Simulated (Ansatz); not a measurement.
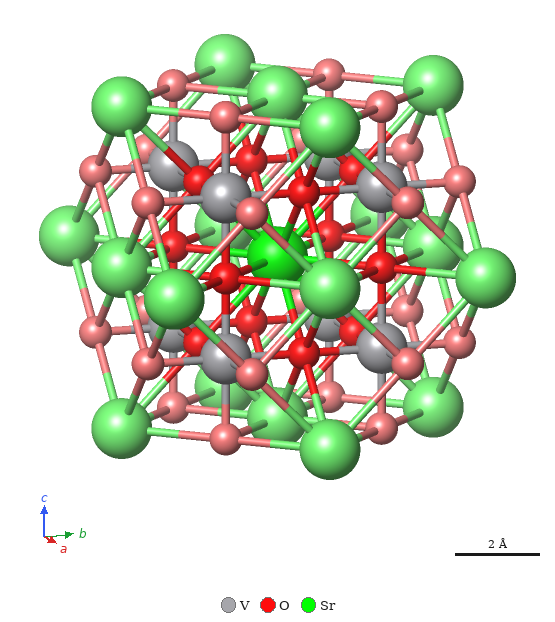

The starting structure (ball-and-stick view of the cell of the calculation, seen slightly off an axis; neighbours outside the cell are drawn fainter).

## SrVO$_{3}$: geometry relaxation (part 1 of 3)

SrVO$_{3}$ (Pm-3m, 5 atoms in the cell), computed with DFT with r2SCAN, PAW plane waves, Ueff = 6.09 eV on V d (Ansatz 0.2.0).

The structure is a generated one, with these elements put on the sites of a known structure type; it need not be a known phase. The run did not end well.

### Log
```
V: projections on atomic orbitals take those of the free atom [Ne] 3s2 3p6 3d3 4s2, of charge +0.00 (hamiltonian.pseudopotentials.projection_atoms); the dataset's partial waves leave at most 5.8e-7 of an orbital's norm unspanned inside its sphere
O: projections on atomic orbitals take those of the free atom [He] 2s2 2p4, of charge +0.00 (hamiltonian.pseudopotentials.projection_atoms); the dataset's partial waves leave at most 1.9e-8 of an orbital's norm unspanned inside its sphere
Sr: projections on atomic orbitals take those of the free atom [Ar 3d10] 4s2 4p6 5s2, of charge +0.00 (hamiltonian.pseudopotentials.projection_atoms); the dataset's partial waves leave at most 2.8e-6 of an orbital's norm unspanned inside its sphere
the start keeps a symmetry that the run doesn't impose, so 5 atoms are moved at random by 1.00e-2 Å, to let the relaxation leave a saddle point. relax.escape_saddle: false keeps them in place
Engine: ansatz 0.2.0, x86_64-unknown-linux-gnu
Pseudopotentials: kind: paw
Pseudopotential: V, paw, valence charge 13, recommended cutoff 500 eV (meta_gga), V.paw.azcp
Pseudopotential: O, paw, valence charge 6, recommended cutoff 500 eV (meta_gga), O.paw.azcp
Pseudopotential: Sr, paw, valence charge 10, recommended cutoff 500 eV (meta_gga), Sr.paw.azcp
Functional definition: r2SCAN
  parameter k0 = 0.174
  parameter k1 = 0.065
  parameter a1 = 4.9479
  exchange = r2scan_x(k0 = k0, k1 = k1, a1 = a1)
  correlation = r2scan_c
Crystal: 5 atoms, lattice volume = 60.592 Å³
Basis set: ecut = 500 eV, 1551 PW (Γ), exchange–correlation on 120×120×120 points (64 copies of the dense FFT grid, shifted against one another)
Bands: 26, of which v1, the nominal top of the filled ones, is band 21 counted from 1 (20 counted from 0)
Symmetry: 1 space group operations
k-points: 112 of 216 (time reversal used)
Non-local potential: V, projectors of the file, l = 0: 3, l = 1: 2, l = 2: 3, l = 3: 1
Non-local potential: O, projectors of the file, l = 0: 2, l = 1: 2, l = 2: 1
Non-local potential: Sr, projectors of the file, l = 0: 3, l = 1: 2, l = 2: 2
PAW form: soft (Blöchl's): semilocal exchange-correlation on the pseudo side does not see the compensation charge
PAW frozen core: V, regenerated for the run's functional (the file was generated under x = pbe(κ = 0.804, μ = 0.2195149727645171), c = pbe(β = 0.06672455060314922))
PAW frozen core: O, regenerated for the run's functional (the file was generated under x = pbe(κ = 0.804, μ = 0.2195149727645171), c = pbe(β = 0.06672455060314922))
PAW frozen core: Sr, regenerated for the run's functional (the file was generated under x = pbe(κ = 0.804, μ = 0.2195149727645171), c = pbe(β = 0.06672455060314922))
PAW one-centre angular grid: V, 590 points (default); XC on 160 Gauss nodes
PAW one-centre angular grid: O, 302 points (default); XC on 160 Gauss nodes
PAW one-centre angular grid: Sr, 302 points (default); XC on 160 Gauss nodes
Initial density: read from a saved state, or passed on in memory by an earlier SCF of this step, an earlier step, the calling program or the single point that the run made first
Starting moments: Σ|m| = 1 μB on 1 of 5 sites; this step starts from the density that it was given
Initial wavefunctions: pseudopotential atomic-orbital guess
Functional: x = r2scan, c = r2scan; τ floored in thin density (d = 2e-4 eV/Å³)
iter 1 solved again at ethr=9.28e-6 eV; its pass at ethr=3.10e-3 eV (dr2=3.80e-3 eV) is discarded
SCF iter   1: F=-8180.071941 eV  HF=-8179.909440 eV  |F-HF|=1.63e-1  |Δ(HF+E_count)|=         —  Δρ=6.60e-3 (↑6.60e-3 ↓3.43e-3)  dr2=3.62e-3  dr2_τ=2.86e-3  dr2_m=4.56e-3  M=1.000 μB ∫|m|=1.306 μB  β_m=0.30  ethr=9.28e-6  ⟨swp⟩=3.0  Hψ=42216  notcnv=0
preconditioner: auto → Resta (q_TF=auto, 2.556 Å⁻¹)  ε∞=5.3  [insulator: Δε(μ)=0.961 eV  Ē_g=12.775 eV  σ=0.048 eV  W_gap=1.00  n_scr=18 (ndim 8)  ℏωp=26.6 eV  f_vac=0.003  D(μ)=0.00/eV (n_scr^D=0)  ε∞_Penn≈5.3]
spin=Collinear: Resta preconditioning applied to the charge; magnetization (m = ρ↑ − ρ↓) channel mixes plain (no charge-response kernel on spin).
SCF iter   2: F=-8180.077478 eV  HF=-8180.043265 eV  |F-HF|=3.42e-2  |Δ(HF+E_count)|=   1.34e-1  Δρ=4.76e-3 (↑4.76e-3 ↓2.47e-3)  dr2=1.55e-3  dr2_τ=2.04e-3  dr2_m=2.38e-3  M=1.000 μB ∫|m|=1.304 μB  β_m=0.30  ethr=8.84e-6  ⟨swp⟩=2.0  Hψ=12544  notcnv=0  κ⁻¹=1.0e0(r=1)
SCF iter   3: F=-8180.078470 eV  HF=-8180.063741 eV  |F-HF|=1.47e-2  |Δ(HF+E_count)|=   2.05e-2  Δρ=2.80e-3 (↑2.80e-3 ↓1.35e-3)  dr2=4.21e-4  dr2_τ=7.04e-4  dr2_m=1.18e-3  M=1.000 μB ∫|m|=1.302 μB  β_m=0.30  ethr=3.78e-6  ⟨swp⟩=2.2  Hψ=11563  notcnv=0  κ⁻¹=1.9e-1(r=2)
SCF iter   4: F=-8180.078931 eV  HF=-8180.073297 eV  |F-HF|=5.63e-3  |Δ(HF+E_count)|=   9.56e-3  Δρ=1.03e-3 (↑1.03e-3 ↓9.96e-4)  dr2=5.41e-6  dr2_τ=1.57e-4  dr2_m=5.67e-4  M=1.000 μB ∫|m|=1.301 μB  β_m=1.00  ethr=1.03e-6  ⟨swp⟩=2.0  Hψ=12277  notcnv=0  defer=1  κ⁻¹=4.4e-4(r=3)
SCF iter   5: F=-8180.079229 eV  HF=-8180.079202 eV  |F-HF|=2.72e-5  |Δ(HF+E_count)|=   5.90e-3  Δρ=7.45e-5 (↑7.45e-5 ↓5.31e-5)  dr2=3.05e-6  dr2_τ=4.27e-7  dr2_m=1.50e-6  M=1.000 μB ∫|m|=1.301 μB  β_m=0.30  ethr=1.32e-8  ⟨swp⟩=3.5  Hψ=15189  notcnv=0  defer=1  κ⁻¹=3.0e-4(r=4)
SCF iter   6: F=-8180.079232 eV  HF=-8180.079219 eV  |F-HF|=1.40e-5  |Δ(HF+E_count)|=   1.67e-5  Δρ=5.74e-5 (↑5.74e-5 ↓3.96e-5)  dr2=1.61e-6  dr2_τ=1.34e-7  dr2_m=1.00e-6  M=1.000 μB ∫|m|=1.301 μB  β_m=1.20  ethr=7.44e-9  ⟨swp⟩=2.6  Hψ=10444  notcnv=0  defer=1
Mixer restart at iter 6: flushing history
spin-set hold released at iteration 6 (settled: charge residual and site-moment steps within their bounds): the magnetisation degrees of freedom join the quasi-Newton model from the next iteration; the mixer history was flushed
SCF iter   7: F=-8180.079235 eV  HF=-8180.079230 eV  |F-HF|=5.49e-6  |Δ(HF+E_count)|=   1.13e-5  Δρ=2.79e-5 (↑2.79e-5 ↓1.87e-5)  dr2=1.14e-6  dr2_τ=1.76e-8  dr2_m=5.78e-8  M=1.000 μB ∫|m|=1.300 μB  β_m=1.20  ethr=3.93e-9  ⟨swp⟩=2.0  Hψ=10415  notcnv=0  defer=1  κ⁻¹=1.0e0(r=1)
SCF iter   8: F=-8180.079237 eV  HF=-8180.079234 eV  |F-HF|=2.98e-6  |Δ(HF+E_count)|=   4.55e-6  Δρ=2.24e-5 (↑2.24e-5 ↓1.62e-5)  dr2=6.68e-7  dr2_τ=1.05e-8  dr2_m=2.94e-8  M=1.000 μB ∫|m|=1.300 μB  β_m=1.20  ethr=2.78e-9  ⟨swp⟩=2.7  Hψ=9897  notcnv=0  defer=1  κ⁻¹=3.4e-1(r=2)
SCF iter   9: F=-8180.079240 eV  HF=-8180.079240 eV  |F-HF|=1.37e-7  |Δ(HF+E_count)|=   5.14e-6  Δρ=1.37e-5 (↑1.37e-5 ↓1.23e-5)  dr2=1.16e-7  dr2_τ=3.63e-9  dr2_m=2.11e-9  M=1.000 μB ∫|m|=1.299 μB  β_m=1.20  ethr=1.63e-9  ⟨swp⟩=2.0  Hψ=10296  notcnv=0  defer=1  κ⁻¹=1.6e-2(r=3)
SCF iter  10: F=-8180.079240 eV  HF=-8180.079240 eV  |F-HF|=5.64e-8  |Δ(HF+E_count)|=   1.42e-7  Δρ=9.08e-6 (↑9.08e-6 ↓7.81e-6)  dr2=4.62e-8  dr2_τ=1.26e-9  dr2_m=5.01e-10  M=1.000 μB ∫|m|=1.299 μB  ethr=2.44e-10  ⟨swp⟩=9.0  Hψ=36054  notcnv=0
SCF 1 converged in 10 iterations: F = -8180.079240 eV  dr2 = 4.62e-8
  greatest PAW one-centre occupation: 1.000 electrons in one spin orbital (limit 2), on the V atom at site 0 (counted from 0), in its partial waves of l = 0
Initial density: handed on by an earlier stage of this run
Initial wavefunctions: those handed on with the density
iter 1 solved again at ethr=4.02e-6 eV; its pass at ethr=3.10e-3 eV (dr2=1.65e-3 eV) is discarded
SCF iter   1: F=-8180.077687 eV  HF=-8180.073347 eV  |F-HF|=4.34e-3  |Δ(HF+E_count)|=         —  Δρ=1.68e-3 (↑1.68e-3 ↓9.87e-4)  dr2=1.73e-3  dr2_τ=6.33e-3  dr2_m=3.75e-4  M=1.000 μB ∫|m|=1.300 μB  β_m=1.20  ethr=4.02e-6  ⟨swp⟩=2.0  Hψ=29868  notcnv=0
preconditioner: auto → Resta (q_TF=auto, 2.556 Å⁻¹)  ε∞=5.3  [insulator: Δε(μ)=0.952 eV  Ē_g=12.758 eV  σ=0.048 eV  W_gap=1.00  n_scr=18 (ndim 8)  ℏωp=26.6 eV  f_vac=0.001  D(μ)=0.00/eV (n_scr^D=0)  ε∞_Penn≈5.3]
spin=Collinear: Resta preconditioning applied to the charge; magnetization (m = ρ↑ − ρ↓) channel mixes plain (no charge-response kernel on spin).
SCF iter   2: F=-8180.078163 eV  HF=-8180.078416 eV  |F-HF|=2.53e-4  |Δ(HF+E_count)|=   5.07e-3  Δρ=8.17e-4 (↑7.48e-4 ↓8.17e-4)  dr2=9.20e-4  dr2_τ=2.25e-5  dr2_m=2.73e-6  M=1.000 μB ∫|m|=1.299 μB  β_m=1.20  ethr=4.02e-6  ⟨swp⟩=2.0  Hψ=12370  notcnv=0  κ⁻¹=1.0e0(r=1)
SCF iter   3: F=-8180.078300 eV  HF=-8180.078391 eV  |F-HF|=9.04e-5  |Δ(HF+E_count)|=   2.55e-5  Δρ=5.34e-4 (↑5.34e-4 ↓5.11e-4)  dr2=4.26e-4  dr2_τ=9.34e-6  dr2_m=4.07e-7  M=1.000 μB ∫|m|=1.299 μB  β_m=1.20  ethr=2.25e-6  ⟨swp⟩=1.0  Hψ=6720  notcnv=0  κ⁻¹=1.5e-2(r=2)
SCF iter   4: F=-8180.078407 eV  HF=-8180.078402 eV  |F-HF|=5.58e-6  |Δ(HF+E_count)|=   1.11e-5  Δρ=1.23e-4 (↑1.23e-4 ↓1.07e-4)  dr2=1.47e-5  dr2_τ=4.80e-7  dr2_m=3.61e-7  M=1.000 μB ∫|m|=1.299 μB  β_m=1.20  ethr=1.04e-6  ⟨swp⟩=2.1  Hψ=9621  notcnv=0  κ⁻¹=1.2e-3(r=3)
SCF iter   5: F=-8180.078403 eV  HF=-8180.078401 eV  |F-HF|=2.27e-6  |Δ(HF+E_count)|=   1.11e-6  Δρ=8.30e-5 (↑8.30e-5 ↓8.28e-5)  dr2=7.26e-6  dr2_τ=2.05e-7  dr2_m=5.66e-9  M=1.000 μB ∫|m|=1.299 μB  β_m=1.20  ethr=3.59e-8  ⟨swp⟩=1.4  Hψ=6255  notcnv=0  κ⁻¹=1.7e-4(r=4)
SCF iter   6: F=-8180.078404 eV  HF=-8180.078404 eV  |F-HF|=3.59e-7  |Δ(HF+E_count)|=   3.02e-6  Δρ=1.87e-5 (↑1.83e-5 ↓1.87e-5)  dr2=3.28e-7  dr2_τ=1.90e-8  dr2_m=1.00e-8  M=1.000 μB ∫|m|=1.299 μB  β_m=1.20  ethr=1.77e-8  ⟨swp⟩=2.6  Hψ=10287  notcnv=0  κ⁻¹=2.4e-5(r=5)
SCF iter   7: F=-8180.078404 eV  HF=-8180.078404 eV  |F-HF|=1.83e-7  |Δ(HF+E_count)|=   2.88e-7  Δρ=1.33e-5 (↑1.33e-5 ↓1.21e-5)  dr2=1.45e-7  dr2_τ=6.48e-9  dr2_m=1.26e-9  M=1.000 μB ∫|m|=1.299 μB  β_m=1.20  ethr=2.44e-10  ⟨swp⟩=10.1  Hψ=39125  notcnv=0  κ⁻¹=5.3e-6(r=6)
SCF iter   8: F=-8180.078404 eV  HF=-8180.078404 eV  |F-HF|=1.11e-7  |Δ(HF+E_count)|=   2.30e-7  Δρ=7.62e-6 (↑7.62e-6 ↓6.13e-6)  dr2=4.53e-8  dr2_τ=1.29e-9  dr2_m=1.21e-9  M=1.000 μB ∫|m|=1.299 μB  β_m=1.20  ethr=2.44e-10  ⟨swp⟩=8.7  Hψ=36688  notcnv=0  κ⁻¹=1.7e-6(r=7)
SCF iter   9: F=-8180.078404 eV  HF=-8180.078404 eV  |F-HF|=9.19e-8  |Δ(HF+E_count)|=   1.54e-7  Δρ=6.32e-6 (↑6.32e-6 ↓3.98e-6)  dr2=2.54e-8  dr2_τ=3.93e-10  dr2_m=9.13e-10  M=1.000 μB ∫|m|=1.299 μB  β_m=1.20  ethr=1.10e-10  ⟨swp⟩=8.8  Hψ=37651  notcnv=0  κ⁻¹=2.4e-7(r=8)
SCF iter  10: F=-8180.078404 eV  HF=-8180.078404 eV  |F-HF|=9.03e-8  |Δ(HF+E_count)|=   1.43e-7  Δρ=6.09e-6 (↑6.09e-6 ↓3.62e-6)  dr2=2.14e-8  dr2_τ=3.11e-10  dr2_m=9.27e-10  M=1.000 μB ∫|m|=1.299 μB  β_m=1.20  ethr=6.19e-11  ⟨swp⟩=8.2  Hψ=33691  notcnv=0  κ⁻¹=1.5e-6(r=8)
SCF iter  11: F=-8180.078405 eV  HF=-8180.078405 eV  |F-HF|=8.79e-8  |Δ(HF+E_count)|=   2.05e-7  Δρ=6.01e-6 (↑6.01e-6 ↓3.59e-6)  dr2=2.06e-8  dr2_τ=2.90e-10  dr2_m=8.91e-10  M=1.000 μB ∫|m|=1.299 μB  ethr=5.22e-11  ⟨swp⟩=8.3  Hψ=34253  notcnv=0
SCF 2 converged in 11 iterations: F = -8180.078405 eV  dr2 = 2.06e-8
[... from here on the iterations of each SCF are left out, up to the last one ...]
relax step   1: F+E_penalty+E_count = -8180.07840467 eV  Δ(F+E_penalty+E_count) = +0.000e0 eV  max|allowed force component| = 6.600e-2 eV/Å  Δτ_max = 0.0000 Å  P = -6.974 GPa  Ω = 60.592 Å³  (11 SCF iters, dr2 threshold 1.00e-7 eV, accepted)
Crystal: 5 atoms, lattice volume = 58.388 Å³
Basis set: ecut = 500 eV, 1471 PW (Γ), exchange–correlation on 120×120×120 points (64 copies of the dense FFT grid, shifted against one another)
preconditioner: auto → Resta (q_TF=auto, 2.572 Å⁻¹)  ε∞=5.3  [insulator: Δε(μ)=1.130 eV  Ē_g=13.083 eV  σ=0.048 eV  W_gap=1.00  n_scr=18 (ndim 8)  ℏωp=27.1 eV  f_vac=0.000  D(μ)=0.00/eV (n_scr^D=0)  ε∞_Penn≈5.3]
spin=Collinear: Resta preconditioning applied to the charge; magnetization (m = ρ↑ − ρ↓) channel mixes plain (no charge-response kernel on spin).
SCF 3 converged in 10 iterations: F = -8180.134981 eV  dr2 = 5.17e-8
relax step   2: F+E_penalty+E_count = -8180.13498083 eV  Δ(F+E_penalty+E_count) = -5.658e-2 eV  max|allowed force component| = 7.437e-2 eV/Å  Δτ_max = 0.0173 Å  P = -0.713 GPa  Ω = 58.388 Å³  energy of the carried Pulay correction = +1.061e-3 eV  (10 SCF iters, dr2 threshold 5.00e-7 eV, accepted)
[... from here on the SCF iterations and repeated set-up lines of each step are left out, up to the last step ...]
SCF 4 converged in 7 iterations: F = -8180.146879 eV  dr2 = 3.67e-7
relax step   3: F+E_penalty+E_count = -8180.14687874 eV  Δ(F+E_penalty+E_count) = -1.190e-2 eV  max|allowed force component| = 5.799e-2 eV/Å  Δτ_max = 0.0078 Å  P = +0.055 GPa  Ω = 58.143 Å³  energy of the carried Pulay correction = +1.181e-3 eV  (7 SCF iters, dr2 threshold 5.00e-7 eV, accepted)
SCF 5 converged in 4 iterations: F = -8180.147006 eV  dr2 = 1.21e-7
relax step   4: F+E_penalty+E_count = -8180.14700621 eV  Δ(F+E_penalty+E_count) = -1.275e-4 eV  max|allowed force component| = 5.127e-2 eV/Å  Δτ_max = 0.0009 Å  P = +0.003 GPa  Ω = 58.158 Å³  energy of the carried Pulay correction = +1.173e-3 eV  (4 SCF iters, dr2 threshold 2.10e-7 eV, accepted)
SCF 6 converged in 5 iterations: F = -8180.147158 eV  dr2 = 1.30e-7
relax step   5: F+E_penalty+E_count = -8180.14715846 eV  Δ(F+E_penalty+E_count) = -1.522e-4 eV  max|allowed force component| = 3.771e-2 eV/Å  Δτ_max = 0.0019 Å  P = -0.020 GPa  Ω = 58.163 Å³  energy of the carried Pulay correction = +1.171e-3 eV  (5 SCF iters, dr2 threshold 1.64e-7 eV, accepted)
SCF 7 converged in 14 iterations: F = -8180.147500 eV  dr2 = 1.81e-8
relax step   6: F+E_penalty+E_count = -8180.14749972 eV  Δ(F+E_penalty+E_count) = -3.413e-4 eV  max|allowed force component| = 9.581e-4 eV/Å  Δτ_max = 0.0074 Å  P = +0.010 GPa  Ω = 58.150 Å³  energy of the carried Pulay correction = +1.177e-3 eV  (14 SCF iters, dr2 threshold 8.89e-8 eV, accepted)
SCF 8 converged in 13 iterations: F = -8180.147521 eV  dr2 = 1.11e-8
relax step   7: F+E_penalty+E_count = -8180.14752138 eV  Δ(F+E_penalty+E_count) = -2.166e-5 eV  max|allowed force component| = 2.441e-3 eV/Å  Δτ_max = 0.0005 Å  P = -0.001 GPa  Ω = 58.153 Å³  energy of the carried Pulay correction = +1.176e-3 eV  (13 SCF iters, dr2 threshold 3.23e-8 eV, accepted)
SCF 9 converged in 14 iterations: F = -8180.147586 eV  dr2 = 9.67e-9
relax step   8: F+E_penalty+E_count = -8180.14758621 eV  Δ(F+E_penalty+E_count) = -6.483e-5 eV  max|allowed force component| = 3.272e-3 eV/Å  Δτ_max = 0.0007 Å  P = -0.005 GPa  Ω = 58.155 Å³  energy of the carried Pulay correction = +1.175e-3 eV  (14 SCF iters, dr2 threshold 2.64e-8 eV, accepted)
SCF 10 converged in 14 iterations: F = -8180.147801 eV  dr2 = 3.92e-8
relax step   9: F+E_penalty+E_count = -8180.14780068 eV  Δ(F+E_penalty+E_count) = -2.145e-4 eV  max|allowed force component| = 6.989e-3 eV/Å  Δτ_max = 0.0010 Å  P = -0.008 GPa  Ω = 58.157 Å³  energy of the carried Pulay correction = +1.174e-3 eV  (14 SCF iters, dr2 threshold 1.40e-7 eV, accepted)
SCF 11 converged in 14 iterations: F = -8180.148196 eV  dr2 = 3.05e-8
relax step  10: F+E_penalty+E_count = -8180.14819557 eV  Δ(F+E_penalty+E_count) = -3.949e-4 eV  max|allowed force component| = 9.674e-3 eV/Å  Δτ_max = 0.0008 Å  P = -0.020 GPa  Ω = 58.163 Å³  energy of the carried Pulay correction = +1.171e-3 eV  (14 SCF iters, dr2 threshold 3.91e-7 eV, accepted)
SCF 12 converged in 13 iterations: F = -8180.148663 eV  dr2 = 6.17e-8
relax step  11: F+E_penalty+E_count = -8180.14866311 eV  Δ(F+E_penalty+E_count) = -4.675e-4 eV  max|allowed force component| = 1.018e-2 eV/Å  Δτ_max = 0.0003 Å  P = -0.022 GPa  Ω = 58.168 Å³  energy of the carried Pulay correction = +1.169e-3 eV  (13 SCF iters, dr2 threshold 5.00e-7 eV, accepted)
SCF 13 converged in 41 iterations: F = -8180.140737 eV  dr2 = 6.16e-8
relax step  12: F+E_penalty+E_count = -8180.14073739 eV  Δ(F+E_penalty+E_count) = +7.926e-3 eV  max|allowed force component| = 1.327e-2 eV/Å  Δτ_max = 0.0069 Å  P = +0.305 GPa  Ω = 58.207 Å³  energy of the carried Pulay correction = +1.149e-3 eV  (41 SCF iters, dr2 threshold 5.00e-7 eV, rejected (line search))
SCF 14 converged in 45 iterations: F = -8180.149374 eV  dr2 = 1.13e-11
relax step  13: F+E_penalty+E_count = -8180.14937397 eV  Δ(F+E_penalty+E_count) = -7.109e-4 eV  max|allowed force component| = 6.294e-3 eV/Å  Δτ_max = 0.0050 Å  P = -0.219 GPa  Ω = 58.238 Å³  energy of the carried Pulay correction = +1.134e-3 eV  (45 SCF iters, accepted)
SCF 15 converged in 34 iterations: F = -8180.146778 eV  dr2 = 7.73e-8
```
